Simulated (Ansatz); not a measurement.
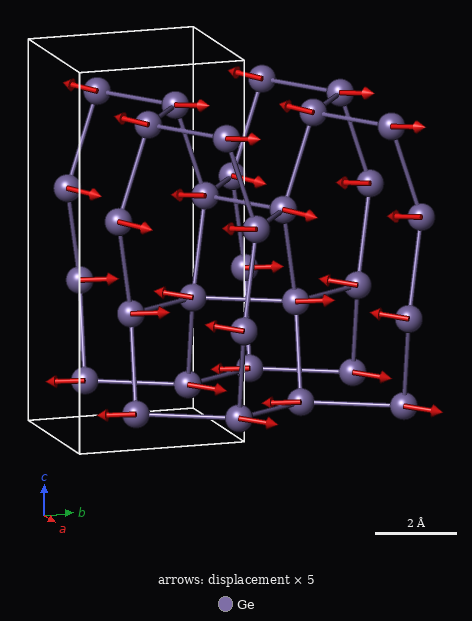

This is a relaxation of crystalline Ge (a generated structure, set up in Ccce). The starting structure is drawn; red arrows show the displacements (the part carried along by the change of the cell is left out), 5 times their true length.

The picture is a ball-and-stick view of the cell of the calculation, repeated 2 × 2 × 1 with one cell outlined, seen slightly off an axis.

Computed with DFT PBE, scalar-relativistic, plane waves, PAW in Ansatz 0.2.0.

Input file:
```yaml
crystal:
  lattice:
    - [2.9852295523, -3.1750311446, 0.0]
    - [2.9852295523, 3.1750311446, 0.0]
    - [0.0, 0.0, 9.6422110748]
  atoms:
    - { symbol: Ge, position: [0.2641664243, 0.1553006557, 0.626939238] }
    - { symbol: Ge, position: [0.3446993443, 0.2358335757, 0.126939238] }
    - { symbol: Ge, position: [0.7358335757, 0.8446993443, 0.626939238] }
    - { symbol: Ge, position: [0.7641664243, 0.6553006557, 0.873060762] }
    - { symbol: Ge, position: [0.6553006557, 0.7641664243, 0.126939238] }
    - { symbol: Ge, position: [0.2358335757, 0.3446993443, 0.873060762] }
    - { symbol: Ge, position: [0.8446993443, 0.7358335757, 0.373060762] }
    - { symbol: Ge, position: [0.1553006557, 0.2641664243, 0.373060762] }
basis:
  ecutwfc: 420
kpoints:
  mp_grid: { grid: [10, 10, 4] }
hamiltonian:
  xc: pbe
scf:
  occupations: { method: gaussian, width: 0.1 }
output:
  forces: true
  stress: true
  eigenvalues: true
  write_density: true
  write_potential: true
  elf: true
  volumetric_format: npy
relax:
  adjacent_minimum: "off"
  f_tol: 0.01
  max_steps: 80
  cell: { stress_tol: 0.05 }
```

Command:
```bash
ansatz run input.yaml --threads 1 --pin off --max-ram 2560MiB --backend cpu --events-out ev --progress --plain --runs-dir out
```

What did the optimiser do to the structure, and how much energy did it gain?

Answer. The largest moves relative to the cell, 0.21 Å, are those of 8 atoms (Ge1, Ge2, Ge3, Ge4 and others). Ge5 goes roughly along [1 1 0]. Cell: a = b 4.358 → 4.173 Å (−4.2 %), c 9.642 → 10.133 Å (+5.1 %), γ 93.5° → 104.3°. Volume −6.5 %. Near-neighbour distances that change, for instance: Ge1–Ge3 3.534 → 2.674 Å, Ge1–Ge6 2.518 → 2.649 Å, Ge1–Ge8 2.544 → 2.649 Å, Ge1–Ge3 (another image) 2.598 → 2.673 Å. New bonds form: Ge1–Ge3 (3.53 → 2.67 Å), Ge2–Ge5 (3.53 → 2.67 Å), Ge4–Ge6 (3.53 → 2.67 Å), Ge7–Ge8 (3.53 → 2.67 Å). Among the angles between lasting bonds that change: Ge5–Ge2–Ge8 96.4° → 85.2°, Ge5–Ge2–Ge5 116.4° → 106.8°, Ge5–Ge2–Ge8 103.5° → 107.0°. The space group (tolerance 0.01 Å) goes from Ccce (No. 68) to Fmmm (No. 69). After 6 accepted moves (8 points after the start) the energy has fallen by 0.678 eV per cell of the calculation. Largest force component: 0.11 eV/Å at the start, 0.0035 eV/Å at the end. Pressure: 0.16 GPa at the start and 0.01 GPa at the end. The line search rejected the trial step at point 4 of the run. The SCF was repeated once at an unchanged geometry on a basis and grid sized afresh for the cell, which shifted the energy by 1.1 meV per cell of the calculation at most. The run took 12 min on 1 thread of Arm Neoverse V1, with other jobs on the host, peak memory 0.98 GiB.
